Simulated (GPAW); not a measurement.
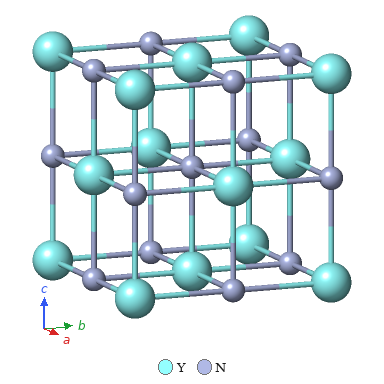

System: YN, space group Fm-3m (No. 225). The picture shows the conventional cell.

Input of the run:
```
from ase import Atoms
from ase.eos import EquationOfState
from ase.io import Trajectory
from ase.units import GPa
from gpaw import GPAW, PW

atoms = Atoms(['Y', 'N'],
              cell=[[0.0, 2.4385, 2.4385],
                    [2.4385, 0.0, 2.4385],
                    [2.4385, 2.4385, 0.0]],
              scaled_positions=[[0.0, 0.0, 0.0],
                                [0.5, 0.5, 0.5]],
              pbc=True)

traj = Trajectory('eos.traj', 'w')
volumes, energies = [], []
for x in [0.94, 0.96, 0.98, 1.0, 1.02, 1.04, 1.06]:
    a = atoms.copy()
    a.set_cell(atoms.cell * x**(1 / 3), scale_atoms=True)
    calc = GPAW(mode=PW(800),
                xc='MGGA_X_R2SCAN+MGGA_C_R2SCAN',
                kpts={'size': (9, 9, 9), 'gamma': True},
                occupations={'name': 'fermi-dirac', 'width': 0.05},
                nbands=18,
                convergence={'density': 1e-05, 'energy': 1e-05},
                maxiter=150,
                txt=f'eos-{x:.2f}.txt')
    a.calc = calc
    energies.append(a.get_potential_energy(force_consistent=True))
    volumes.append(a.get_volume())
    p = -a.get_stress()[:3].mean() / GPa
    calc.write(f'eos-{x:.2f}.gpw')
    traj.write(a)
    print(f'{x:.2f} {volumes[-1]:10.4f} A^3 {energies[-1]:14.6f} eV {p:9.3f} GPa', flush=True)

v0, e0, B = EquationOfState(volumes, energies, eos='birchmurnaghan').fit()
print(f'V0 = {v0:.4f} A^3, E0 = {e0:.6f} eV, B0 = {B / GPa:.2f} GPa')
```

Launched with:
```bash
OMP_NUM_THREADS=1 python run.py
```

Calculation (GPAW 26.7.0): PAW DFT in plane waves, on a grid or in atomic orbitals, no spin polarisation; energies at scaled volumes of the given cell, shape and fractions fixed, counted from the fit's minimum, third-order Birch-Murnaghan fit. Level: r2SCAN.

- k mesh: 9×9×9
- occupations: Fermi–Dirac
- smearing width: 0.05 eV
- potentials: GPAW PAW data sets (gpaw data 1.2.1)
- wave cutoff: 800 eV
- program settings: basis pw

Describe the result: the energy and pressure against volume. The volume takes the values 13.63, 13.92, 14.21, 14.50, 14.79, 15.08, 15.37 Å³/atom.

A third-order Birch–Murnaghan fit gives V0 = 14.64 Å³/atom, B0 = 169 GPa and B′ = 4.1. The energy is 41.31 meV/atom at volume 13.63 Å³/atom and 17.76 meV/atom at 15.37 Å³/atom; the lowest computed point is at volume 14.50 Å³/atom (0.73 meV/atom), and no other minimum shows. The pressure falls from 13.55 GPa at volume 13.63 Å³/atom to −7.86 GPa at 15.37 Å³/atom, and changes sign near 14.61 Å³/atom.

```tsv
volume (Å³/atom)	energy (meV/atom)	pressure (GPa)
13.63	41.31	13.55
13.92	20.21	9.01
14.21	6.93	4.91
14.50	0.73	1.21
14.79	0.81	-2.13
15.08	6.66	-5.14
15.37	17.76	-7.86
```

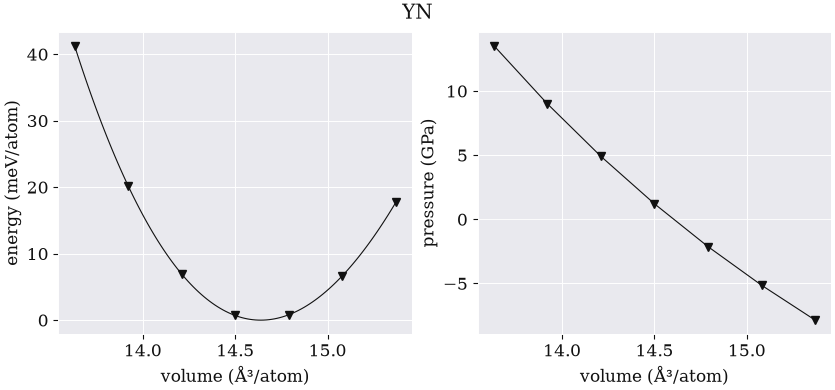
